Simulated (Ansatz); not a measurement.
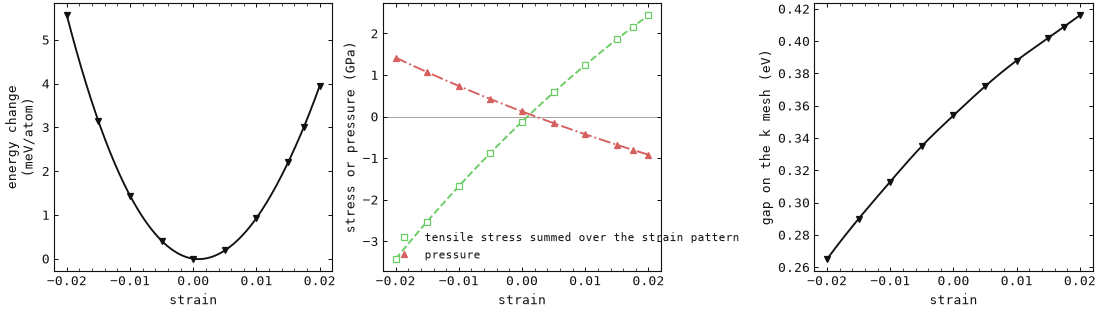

The figure shows the energy change, tensile stress summed over the strain pattern, pressure and gap on the k mesh against strain for PbS, space group Fm-3m (No. 225).

Structure:
```xyz
2
Lattice="0.0000 2.9650 2.9650 2.9650 0.0000 2.9650 2.9650 2.9650 0.0000" Properties=species:S:1:pos:R:3 pbc="T T T"
Pb    0.0000    0.0000    0.0000
S     2.9650    2.9650    2.9650
```

Method: homogeneous strain of a crystal along one Voigt pattern with engineering shear, fractional coordinates fixed, by plane-wave density functional theory with PAW datasets, free energies less that of the undisturbed cell, pressure positive in compression; scalar-relativistic (Ansatz 0.2.0). Level: PBE with D3(BJ), no spin polarisation.

- wave cutoff: 420 eV
- k mesh: 10×10×10
- occupations: Gaussian
- smearing width: 0.03 eV
- k shift: (0, 0, 0) (mesh steps)
- start: as given
- strain pattern: (0, 1, 0, 0, 0, 0) (xx yy zz yz xz xy with engineering shear)

Where is the energy change lowest, and are there other minima?

Answer. The lowest computed point is at strain 0.0000 (0.00 meV/atom), in a single well.

How does the tensile stress summed over the strain pattern vary with strain?

Answer. It rises from −3.429 GPa at strain −0.0200 to 2.437 GPa at 0.0200, and changes sign near 0.0009.

Limits of the calculation: reference crystal is not relaxed.

The computed values:

```json
{"strain": "-0.0200", "energy change (meV/atom)": "5.56", "tensile stress summed over the strain pattern (GPa)": "-3.429", "pressure (GPa)": "1.419", "gap on the k mesh (eV)": "0.265"}
{"strain": "-0.0150", "energy change (meV/atom)": "3.14", "tensile stress summed over the strain pattern (GPa)": "-2.525", "pressure (GPa)": "1.069", "gap on the k mesh (eV)": "0.290"}
{"strain": "-0.0100", "energy change (meV/atom)": "1.44", "tensile stress summed over the strain pattern (GPa)": "-1.675", "pressure (GPa)": "0.737", "gap on the k mesh (eV)": "0.313"}
{"strain": "-0.0050", "energy change (meV/atom)": "0.41", "tensile stress summed over the strain pattern (GPa)": "-0.875", "pressure (GPa)": "0.422", "gap on the k mesh (eV)": "0.335"}
{"strain": "0.0000", "energy change (meV/atom)": "0.00", "tensile stress summed over the strain pattern (GPa)": "-0.124", "pressure (GPa)": "0.124", "gap on the k mesh (eV)": "0.354"}
{"strain": "0.0050", "energy change (meV/atom)": "0.19", "tensile stress summed over the strain pattern (GPa)": "0.580", "pressure (GPa)": "-0.158", "gap on the k mesh (eV)": "0.372"}
{"strain": "0.0100", "energy change (meV/atom)": "0.93", "tensile stress summed over the strain pattern (GPa)": "1.241", "pressure (GPa)": "-0.425", "gap on the k mesh (eV)": "0.388"}
{"strain": "0.0150", "energy change (meV/atom)": "2.20", "tensile stress summed over the strain pattern (GPa)": "1.859", "pressure (GPa)": "-0.678", "gap on the k mesh (eV)": "0.402"}
{"strain": "0.0175", "energy change (meV/atom)": "3.01", "tensile stress summed over the strain pattern (GPa)": "2.153", "pressure (GPa)": "-0.799", "gap on the k mesh (eV)": "0.409"}
{"strain": "0.0200", "energy change (meV/atom)": "3.95", "tensile stress summed over the strain pattern (GPa)": "2.437", "pressure (GPa)": "-0.917", "gap on the k mesh (eV)": "0.416"}
```
